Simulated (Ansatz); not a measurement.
**Zn16Se17 (cell with a defect): density, localisation and related maps**

```
Zn Se
1.0
    -5.73176    5.73176   -5.73176
     5.73176   -5.73176   -5.73176
    -5.73176   -5.73176    5.73176
Zn Se
16 17
Direct
  0.49432 0.24143 0.24143
  0.24143 0.24143 0.49432
  0.00289 0.25857 0.75000
  0.75000 0.00289 0.25857
  0.75000 0.25857 0.00289
  0.49711 0.00568 0.49711
  0.25857 0.00289 0.75000
  0.00289 0.75000 0.25857
  0.00287 0.00287 0.00287
  0.75000 0.75000 0.49713
  0.49713 0.75000 0.75000
  0.24143 0.49432 0.24143
  0.25857 0.75000 0.00289
  0.00568 0.49711 0.49711
  0.75000 0.49713 0.75000
  0.49711 0.49711 0.00568
  0.50000 0.00000 0.25000
  0.25000 0.00000 0.50000
  0.01886 0.01886 0.75000
  0.75000 0.75000 0.24960
  0.75000 0.01886 0.01886
  0.48114 0.75000 0.48114
  0.24960 0.75000 0.75000
  0.00000 0.50000 0.25000
  0.01886 0.75000 0.01886
  0.75000 0.48114 0.48114
  0.48114 0.48114 0.75000
  0.25040 0.25040 0.25040
  0.25000 0.50000 0.00000
  0.00000 0.25000 0.50000
  0.75000 0.24960 0.75000
  0.50000 0.25000 0.00000
  0.75000 0.75000 0.75000
```

These are results of DFT PBE, scalar-relativistic, plane waves, PAW in Ansatz, not measurements.

The density is the valence pseudo-density of a PAW calculation; it isn't the true density close to the nuclei.

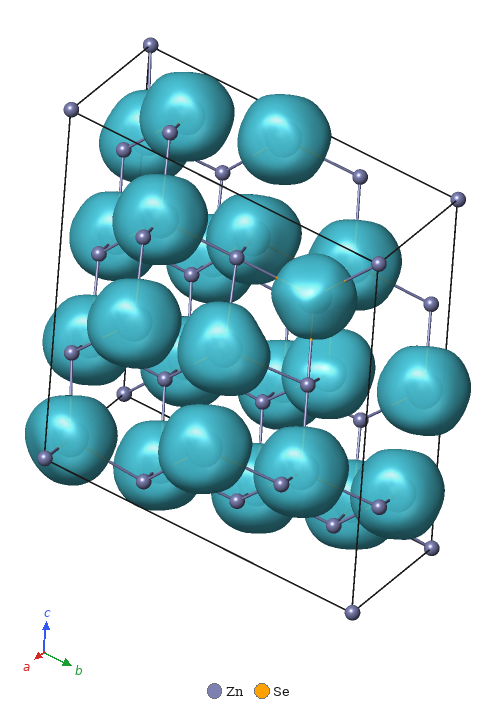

Figure 1. Isosurface of the ELF at 0.6 (cyan), seen slightly off an axis. Only the valence region is drawn (cores and ρ < 0.01 e/Å³ removed). Sticks mark near contacts.

Question: Describe the localisation domains.

Answer: The surface consists of 17 regions wrapped around Se (the valence shell of each), counted in one cell of 33 atoms. Regions shared between cells count once. Profiles from the grid: Zn–Se (2.44 Å): the ELF is about 0.60 at the midpoint. Zn–Se (2.48 Å): the ELF is about 0.60 at the midpoint.

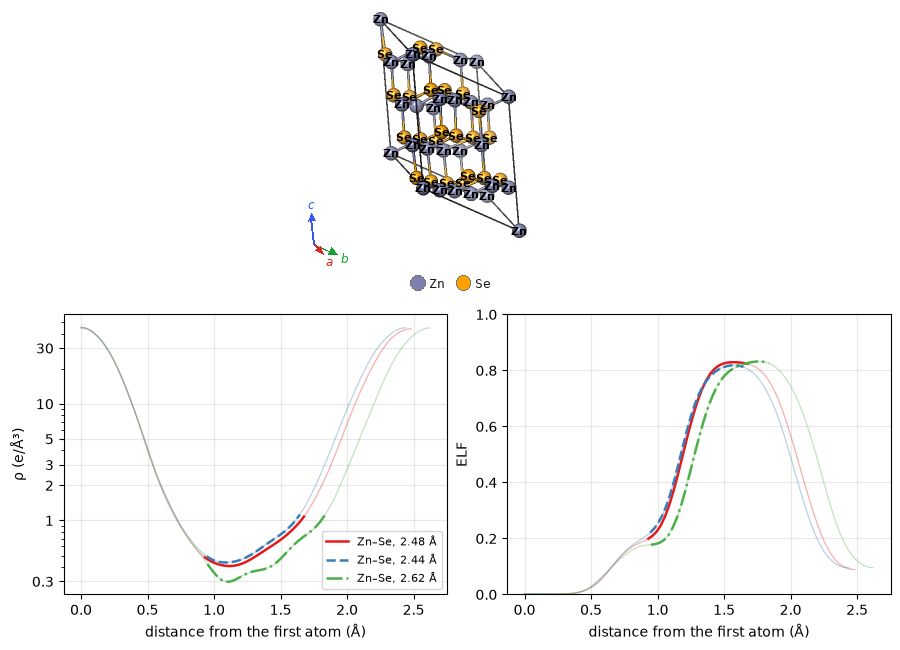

Figure 2. Valence charge density (pseudo) and ELF along straight lines between neighbouring atoms. Thin, pale parts lie inside the atomic spheres. The structure is drawn too.

Question: What can be read from the curves?

Answer: Zn–Se (2.48 Å): ρ is about 0.44 e/Å³ halfway; the ELF is about 0.60 at the midpoint.
Zn–Se (2.44 Å): the density is about 0.47 e/Å³ at the midpoint; the ELF is about 0.60 at the midpoint.
Zn–Se (2.62 Å): ρ at the midpoint is about 0.37 e/Å³, with its minimum of 0.3 e/Å³ about 1.1 Å from Zn; the ELF is about 0.55 at the midpoint.

Question: Does the calculation give a band gap?

Answer: It is gapless in this calculation (a metal or semimetal).
